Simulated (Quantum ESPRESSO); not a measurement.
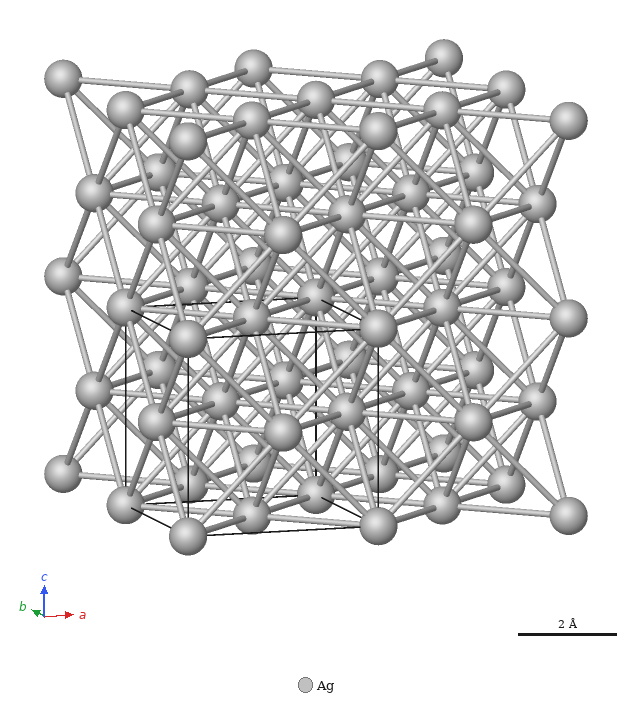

The input geometry (ball-and-stick view of the cell 4 times as large as that of the calculation, set on its symmetry axes, repeated 2 × 2 × 2, seen slightly off an axis).

# Run report: Ag, single-point calculation (part 1 of 2)

System: Ag (1 atom in the cell).
Method: Kohn-Sham DFT of a periodic cell, AM05, PseudoDojo 0.4.1 SR PBE standard, no spin polarisation (Quantum ESPRESSO 7.5).

The structure derives from an entry of the Crystallography Open Database. The volume is scaled by 1.02.

## The input
```
&CONTROL
  calculation = 'scf'
  prefix = 'pwscf'
  outdir = './tmp'
  pseudo_dir = './pseudo'
  tprnfor = .true.
  tstress = .true.
  disk_io = 'nowf'
/
&SYSTEM
  ibrav = 0
  nat = 1
  ntyp = 1
  ecutwfc = 82
  nbnd = 16
  input_dft = 'XC-000I-000I-120L-135L-000I-000I'
  occupations = 'smearing'
  smearing = 'fd'
  degauss = 0.00367493
/
&ELECTRONS
  conv_thr = 2d-10
  electron_maxstep = 120
  mixing_beta = 0.5
/
ATOMIC_SPECIES
Ag   107.8682 Ag.upf
CELL_PARAMETERS angstrom
   0.0000000000    2.0562785400    2.0562785400
   2.0562785400    0.0000000000    2.0562785400
   2.0562785400    2.0562785400    0.0000000000
ATOMIC_POSITIONS crystal
Ag     0.0000000000    0.0000000000    0.0000000000
K_POINTS automatic
11 11 11 0 0 0
```

Machine: 1 thread of Intel Xeon @ 2.60GHz (Ice Lake), 24 GiB of memory available, shared host.

Launched with:
```bash
OMP_NUM_THREADS=1 pw.x -in pw.in > pw.out
```

## Output
```
This program is part of the open-source Quantum ESPRESSO suite
     for quantum simulation of materials; please cite
         "P. Giannozzi et al., J. Phys.:Condens. Matter 21 395502 (2009);
         "P. Giannozzi et al., J. Phys.:Condens. Matter 29 465901 (2017);
         "P. Giannozzi et al., J. Chem. Phys. 152 154105 (2020);
          URL
     in publications or presentations arising from this work. More details at

     IMPORTANT: XC functional enforced from input :
     Exchange-correlation= XC-000I-000I-120L-135L-000I-000I
                           (   0   0 120 135   0   0   0)
     Any further DFT definition will be discarded
     Please, verify this is what you really want

     Message from routine setup:
     using ibrav=0 with symmetry is DISCOURAGED, use correct ibrav instead

     G-vector sticks info
     --------------------
     sticks:   dense  smooth     PW     G-vecs:    dense   smooth      PW
     Sum         673     673    211                11791    11791    2085

     Using Slab Decomposition

     bravais-lattice index     =            0
     lattice parameter (alat)  =       5.4954  a.u.
     unit-cell volume          =     117.3471 (a.u.)^3
     number of atoms/cell      =            1
     number of atomic types    =            1
     number of electrons       =        19.00
     number of Kohn-Sham states=           16
     kinetic-energy cutoff     =      82.0000  Ry
     charge density cutoff     =     328.0000  Ry
     scf convergence threshold =      2.0E-10
     mixing beta               =       0.5000
     number of iterations used =            8  plain     mixing
     Exchange-correlation= XC-000I-000I-120L-135L-000I-000I
                           (   0   0 120 135   0   0   0)

     celldm(1)=   5.495356  celldm(2)=   0.000000  celldm(3)=   0.000000
     celldm(4)=   0.000000  celldm(5)=   0.000000  celldm(6)=   0.000000

     crystal axes: (cart. coord. in units of alat)
               a(1) = (   0.000000   0.707107   0.707107 )
               a(2) = (   0.707107   0.000000   0.707107 )
               a(3) = (   0.707107   0.707107   0.000000 )

     reciprocal axes: (cart. coord. in units 2 pi/alat)
               b(1) = ( -0.707107  0.707107  0.707107 )
               b(2) = (  0.707107 -0.707107  0.707107 )
               b(3) = (  0.707107  0.707107 -0.707107 )

     PseudoPot. # 1 for Ag read from file:
     Ag.upf
     Pseudo is Norm-conserving + core correction, Zval = 19.0
     Generated using ONCVPSP code by D. R. Hamann
     Using radial grid of 1538 points,  6 beta functions with:
                l(1) =   0
                l(2) =   0
                l(3) =   1
                l(4) =   1
                l(5) =   2
                l(6) =   2

     atomic species   valence    mass     pseudopotential
     Ag               19.00   107.86820     Ag( 1.00)

     48 Sym. Ops., with inversion, found

   Cartesian axes

     site n.     atom                  positions (alat units)
         1        Ag     tau(   1) = (   0.0000000   0.0000000   0.0000000  )

     number of k points=    56  Fermi-Dirac smearing, width (Ry)=  0.0037
                       cart. coord. in units 2pi/alat
        k(    1) = (   0.0000000   0.0000000   0.0000000), wk =   0.0015026
        k(    2) = (   0.0642824   0.0642824  -0.0642824), wk =   0.0120210
        k(    3) = (   0.1285649   0.1285649  -0.1285649), wk =   0.0120210
        k(    4) = (   0.1928473   0.1928473  -0.1928473), wk =   0.0120210
        k(    5) = (   0.2571297   0.2571297  -0.2571297), wk =   0.0120210
        k(    6) = (   0.3214122   0.3214122  -0.3214122), wk =   0.0120210
        k(    7) = (   0.1285649   0.0000000  -0.0000000), wk =   0.0090158
        k(    8) = (   0.1928473   0.0642824  -0.0642824), wk =   0.0360631
        k(    9) = (   0.2571297   0.1285649  -0.1285649), wk =   0.0360631
        k(   10) = (   0.3214122   0.1928473  -0.1928473), wk =   0.0360631
        k(   11) = (   0.3856946   0.2571297  -0.2571297), wk =   0.0360631
        k(   12) = (  -0.2571297  -0.3856946   0.3856946), wk =   0.0360631
        k(   13) = (  -0.1928473  -0.3214122   0.3214122), wk =   0.0360631
        k(   14) = (  -0.1285649  -0.2571297   0.2571297), wk =   0.0360631
        k(   15) = (  -0.0642824  -0.1928473   0.1928473), wk =   0.0360631
        k(   16) = (  -0.0000000  -0.1285649   0.1285649), wk =   0.0180316
        k(   17) = (   0.2571297   0.0000000  -0.0000000), wk =   0.0090158
        k(   18) = (   0.3214122   0.0642824  -0.0642824), wk =   0.0360631
        k(   19) = (   0.3856946   0.1285649  -0.1285649), wk =   0.0360631
        k(   20) = (   0.4499770   0.1928473  -0.1928473), wk =   0.0360631
        k(   21) = (  -0.1928473  -0.4499770   0.4499770), wk =   0.0360631
        k(   22) = (  -0.1285649  -0.3856946   0.3856946), wk =   0.0360631
        k(   23) = (  -0.0642824  -0.3214122   0.3214122), wk =   0.0360631
        k(   24) = (   0.0000000  -0.2571297   0.2571297), wk =   0.0180316
        k(   25) = (   0.3856946   0.0000000  -0.0000000), wk =   0.0090158
        k(   26) = (   0.4499770   0.0642824  -0.0642824), wk =   0.0360631
        k(   27) = (   0.5142595   0.1285649  -0.1285649), wk =   0.0360631
        k(   28) = (  -0.1285649  -0.5142595   0.5142595), wk =   0.0360631
        k(   29) = (  -0.0642824  -0.4499770   0.4499770), wk =   0.0360631
        k(   30) = (  -0.0000000  -0.3856946   0.3856946), wk =   0.0180316
        k(   31) = (   0.5142595   0.0000000  -0.0000000), wk =   0.0090158
        k(   32) = (   0.5785419   0.0642824  -0.0642824), wk =   0.0360631
        k(   33) = (  -0.0642824  -0.5785419   0.5785419), wk =   0.0360631
        k(   34) = (  -0.0000000  -0.5142595   0.5142595), wk =   0.0180316
        k(   35) = (   0.6428243  -0.0000000   0.0000000), wk =   0.0090158
        k(   36) = (  -0.0000000  -0.6428243   0.6428243), wk =   0.0180316
        k(   37) = (   0.2571297   0.1285649   0.0000000), wk =   0.0360631
        k(   38) = (   0.3214122   0.1928473  -0.0642824), wk =   0.0721262
        k(   39) = (   0.3856946   0.2571297  -0.1285649), wk =   0.0721262
        k(   40) = (  -0.2571297  -0.3856946   0.5142595), wk =   0.0721262
        k(   41) = (   0.3856946   0.1285649  -0.0000000), wk =   0.0360631
        k(   42) = (   0.4499770   0.1928473  -0.0642824), wk =   0.0721262
        k(   43) = (  -0.1928473  -0.4499770   0.5785419), wk =   0.0721262
        k(   44) = (  -0.1285649  -0.3856946   0.5142595), wk =   0.0721262
        k(   45) = (  -0.0642824  -0.3214122   0.4499770), wk =   0.0721262
        k(   46) = (   0.0000000  -0.2571297   0.3856946), wk =   0.0360631
        k(   47) = (   0.5142595   0.1285649   0.0000000), wk =   0.0360631
        k(   48) = (  -0.1285649  -0.5142595   0.6428243), wk =   0.0721262
        k(   49) = (  -0.0642824  -0.4499770   0.5785419), wk =   0.0721262
        k(   50) = (   0.0000000  -0.3856946   0.5142595), wk =   0.0360631
        k(   51) = (  -0.0642824  -0.5785419   0.7071068), wk =   0.0360631
        k(   52) = (  -0.0000000  -0.5142595   0.6428243), wk =   0.0360631
        k(   53) = (  -0.1928473  -0.4499770   0.7071068), wk =   0.0360631
        k(   54) = (  -0.1285649  -0.3856946   0.6428243), wk =   0.0721262
        k(   55) = (  -0.0642824  -0.4499770   0.7071068), wk =   0.0360631
        k(   56) = (   0.0000000  -0.3856946   0.6428243), wk =   0.0360631

     Dense  grid:    11791 G-vectors     FFT dimensions: (  32,  32,  32)

     WARNING: libxc functional with ID  120 depends
      on external parameters: check the user_guide of
      QE if you need to modify them or to check their
      default values.

     WARNING: libxc functional with ID  135 depends
      on external parameters: check the user_guide of
      QE if you need to modify them or to check their
      default values.

     Initial potential from superposition of free atoms

     starting charge      18.9995, renormalised to      19.0000
     Starting wfcs are   10 randomized atomic wfcs +    6 random wfcs

     Self-consistent Calculation

     iteration #  1     ecut=    82.00 Ry     beta= 0.50
     Davidson diagonalization with overlap
     ethr =  1.00E-02,  avg # of iterations =  4.9

     Threshold (ethr) on eigenvalues was too large:
     Diagonalizing with lowered threshold

     Davidson diagonalization with overlap
     ethr =  4.62E-04,  avg # of iterations =  1.2

     total energy              =    -309.45690975 Ry
     estimated scf accuracy    <       0.08893373 Ry

     iteration #  2     ecut=    82.00 Ry     beta= 0.50
     Davidson diagonalization with overlap
     ethr =  4.68E-04,  avg # of iterations =  2.0

     total energy              =    -309.48216825 Ry
     estimated scf accuracy    <       0.01464890 Ry

     iteration #  3     ecut=    82.00 Ry     beta= 0.50
     Davidson diagonalization with overlap
     ethr =  7.71E-05,  avg # of iterations =  2.2

     total energy              =    -309.48481487 Ry
     estimated scf accuracy    <       0.00040649 Ry

     iteration #  4     ecut=    82.00 Ry     beta= 0.50
     Davidson diagonalization with overlap
     ethr =  2.14E-06,  avg # of iterations =  3.2

     total energy              =    -309.48489883 Ry
     estimated scf accuracy    <       0.00002938 Ry

     iteration #  5     ecut=    82.00 Ry     beta= 0.50
     Davidson diagonalization with overlap
     ethr =  1.55E-07,  avg # of iterations =  1.0

     total energy              =    -309.48488468 Ry
     estimated scf accuracy    <       0.00002776 Ry

     iteration #  6     ecut=    82.00 Ry     beta= 0.50
     Davidson diagonalization with overlap
     ethr =  1.46E-07,  avg # of iterations =  2.0

     total energy              =    -309.48488887 Ry
     estimated scf accuracy    <       0.00002447 Ry

     iteration #  7     ecut=    82.00 Ry     beta= 0.50
     Davidson diagonalization with overlap
     ethr =  1.29E-07,  avg # of iterations =  1.0

     total energy              =    -309.48488886 Ry
     estimated scf accuracy    <       0.00000248 Ry

     iteration #  8     ecut=    82.00 Ry     beta= 0.50
     Davidson diagonalization with overlap
     ethr =  1.31E-08,  avg # of iterations =  2.0

     total energy              =    -309.48488913 Ry
     estimated scf accuracy    <       0.00000005 Ry

     iteration #  9     ecut=    82.00 Ry     beta= 0.50
     Davidson diagonalization with overlap
     ethr =  2.47E-10,  avg # of iterations =  1.8

     total energy              =    -309.48488912 Ry
     estimated scf accuracy    <       0.00000002 Ry

     iteration # 10     ecut=    82.00 Ry     beta= 0.50
     Davidson diagonalization with overlap
     ethr =  1.15E-10,  avg # of iterations =  2.1

     total energy              =    -309.48488913 Ry
     estimated scf accuracy    <          2.3E-09 Ry

     iteration # 11     ecut=    82.00 Ry     beta= 0.50
     Davidson diagonalization with overlap
     ethr =  1.19E-11,  avg # of iterations =  1.0

     total energy              =    -309.48488913 Ry
     estimated scf accuracy    <          2.4E-10 Ry

     iteration # 12     ecut=    82.00 Ry     beta= 0.50
     Davidson diagonalization with overlap
     ethr =  1.29E-12,  avg # of iterations =  2.0

     End of self-consistent calculation

          k = 0.0000 0.0000 0.0000 (  1459 PWs)   bands (ev):

   -75.0157 -38.4257 -38.4257 -38.4257   9.1473  12.1528  12.1528  12.1528
    13.1672  13.1672  32.8922  36.3621  36.3621  36.3621  40.9235  41.8206

          k = 0.0643 0.0643-0.0643 (  1459 PWs)   bands (ev):

   -75.0144 -38.4379 -38.4276 -38.4276   9.3993  12.0986  12.2197  12.2197
    13.1438  13.1438  32.8002  34.5434  36.4219  36.4219  40.5236  41.6147

          k = 0.1286 0.1286-0.1286 (  1447 PWs)   bands (ev):

   -75.0110 -38.4705 -38.4325 -38.4325  10.0605  12.0591  12.3399  12.3399
    13.1528  13.1528  30.4138  33.6998  36.4528  36.4528  39.4653  40.7420

          k = 0.1928 0.1928-0.1928 (  1459 PWs)   bands (ev):

   -75.0067 -38.5130 -38.4390 -38.4390  10.6217  12.3329  12.3329  12.5988
    13.3590  13.3590  26.9336  33.2610  36.0796  36.0796  39.7498  39.7498

          k = 0.2571 0.2571-0.2571 (  1465 PWs)   bands (ev):

   -75.0026 -38.5518 -38.4449 -38.4449  10.6618  12.2258  12.2258  13.6823
    13.6823  14.1457  23.5760  32.5796  35.2760  35.2760  39.3354  39.3354

          k = 0.3214 0.3214-0.3214 (  1474 PWs)   bands (ev):

   -75.0002 -38.5749 -38.4485 -38.4485  10.5881  12.1445  12.1445  13.9090
    13.9090  15.9976  20.8667  32.1423  34.6606  34.6606  39.2511  39.2511

          k = 0.1286 0.0000-0.0000 (  1451 PWs)   bands (ev):

   -75.0140 -38.4375 -38.4304 -38.4304   9.4839  12.0224  12.2749  12.2749
    13.0409  13.2234  32.9731  35.2007  35.4354  35.4354  41.6756  41.6757

          k = 0.1928 0.0643-0.0643 (  1453 PWs)   bands (ev):

   -75.0113 -38.4617 -38.4362 -38.4340  10.0208  11.8960  12.4112  12.4167
    12.9742  13.2864  31.6959  33.5487  34.6324  36.3437  39.4702  41.6699
```
